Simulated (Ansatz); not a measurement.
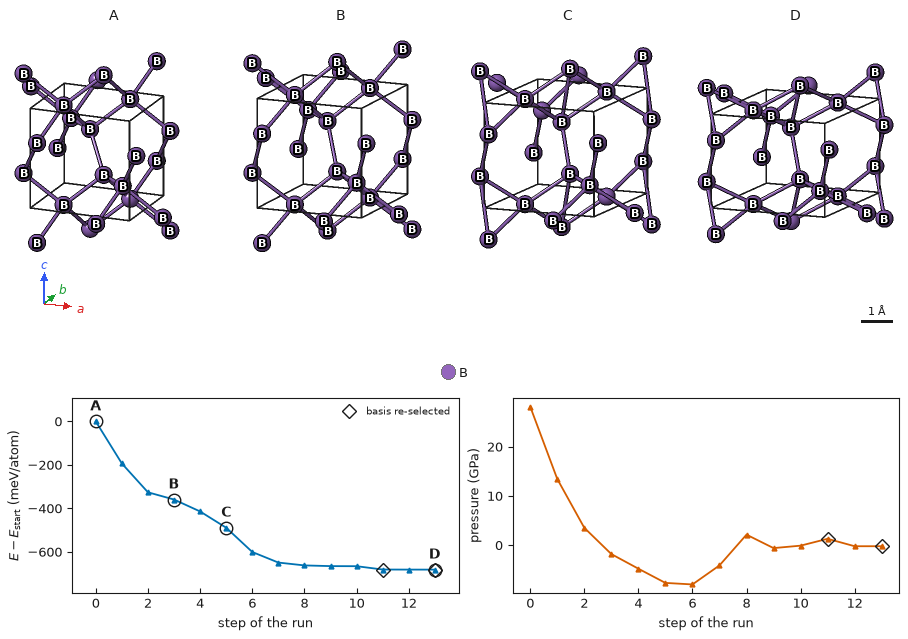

Frames of a relaxation of solid B (a generated structure, set up in Cmme) (coarse preliminary run), marked on the history of the run. Style: ball-and-stick. Shown: the cell of the calculation, slightly off an axis.

These are results of DFT PBE, scalar-relativistic, plane waves, PAW in Ansatz, not measurements. (plane-wave cutoff 420 eV; k-point mesh 6 × 6 × 6; occupations gaussian; smearing width 0.1 eV; no spin polarisation; cell and atoms relaxed; force threshold 0.04 eV/Å; at most 70 steps)

Describe the path.

After 11 accepted moves (13 points after the start) the energy has fallen by 681 meV per atom. Largest force component: 1.1 eV/Å at the start, 0.0068 eV/Å at the end. Pressure: 28.15 GPa at the start and −0.20 GPa at the end. The SCF was repeated twice at an unchanged geometry on a basis and grid sized afresh for the cell, which shifted the energy by 15.3 meV per atom at most. The largest moves relative to the cell, 0.23 Å, are those of B atoms. The drawn cell changes as follows: a = b 3.692 → 3.912 Å (+5.9 %), c 3.331 → 3.134 Å (−5.9 %), γ 101.6° → 82.0°; the volume changes by +6.8 %. Among the contacts that change: B–B 2.333 → 2.951 Å, B–B 2.385 → 1.769 Å, B–B 1.672 → 1.764 Å, B–B 1.668 → 1.720 Å. Among the angles between lasting bonds that change: B–B–B 91.3° → 61.9°, B–B–B 88.7° → 118.1°, B–B–B 103.5° → 125.5°. The space group stays Cmme (No. 67). From step 0 to 3: B atoms move most (0.12 Å), volume +10.6 %, energy −359 meV per atom. From step 3 to 5: B atoms move most (0.08 Å), volume +0.6 %, energy −130 meV per atom. From step 5 to 13: B atoms move most (0.08 Å), volume −4.0 %, energy −193 meV per atom.

```json
{"step": "0", "E − E(0), meV/atom": "0.00", "largest force component, eV/Å": "1.1169", "pressure, GPa": "28.15", "volume, Å³/atom": "7.412", "note": ""}
{"step": "1", "E − E(0), meV/atom": "-193.27", "largest force component, eV/Å": "1.1637", "pressure, GPa": "13.46", "volume, Å³/atom": "7.797", "note": ""}
{"step": "2", "E − E(0), meV/atom": "-325.73", "largest force component, eV/Å": "0.5425", "pressure, GPa": "3.54", "volume, Å³/atom": "8.051", "note": ""}
{"step": "3", "E − E(0), meV/atom": "-359.03", "largest force component, eV/Å": "0.5585", "pressure, GPa": "-1.79", "volume, Å³/atom": "8.194", "note": ""}
{"step": "4", "E − E(0), meV/atom": "-413.90", "largest force component, eV/Å": "0.9847", "pressure, GPa": "-4.76", "volume, Å³/atom": "8.248", "note": ""}
{"step": "5", "E − E(0), meV/atom": "-488.71", "largest force component, eV/Å": "1.2306", "pressure, GPa": "-7.65", "volume, Å³/atom": "8.247", "note": ""}
{"step": "6", "E − E(0), meV/atom": "-600.32", "largest force component, eV/Å": "1.1397", "pressure, GPa": "-7.96", "volume, Å³/atom": "8.127", "note": ""}
{"step": "7", "E − E(0), meV/atom": "-648.92", "largest force component, eV/Å": "0.4265", "pressure, GPa": "-4.10", "volume, Å³/atom": "7.957", "note": ""}
{"step": "8", "E − E(0), meV/atom": "-662.02", "largest force component, eV/Å": "0.1195", "pressure, GPa": "2.15", "volume, Å³/atom": "7.833", "note": ""}
{"step": "9", "E − E(0), meV/atom": "-665.23", "largest force component, eV/Å": "0.0968", "pressure, GPa": "-0.58", "volume, Å³/atom": "7.875", "note": ""}
{"step": "10", "E − E(0), meV/atom": "-665.67", "largest force component, eV/Å": "0.0072", "pressure, GPa": "-0.08", "volume, Å³/atom": "7.869", "note": ""}
{"step": "11", "E − E(0), meV/atom": "-680.95", "largest force component, eV/Å": "0.0144", "pressure, GPa": "1.31", "volume, Å³/atom": "7.869", "note": "same geometry, new basis"}
{"step": "12", "E − E(0), meV/atom": "-681.27", "largest force component, eV/Å": "0.0068", "pressure, GPa": "-0.20", "volume, Å³/atom": "7.916", "note": ""}
{"step": "13", "E − E(0), meV/atom": "-681.38", "largest force component, eV/Å": "0.0068", "pressure, GPa": "-0.20", "volume, Å³/atom": "7.916", "note": "same geometry, new basis"}
```
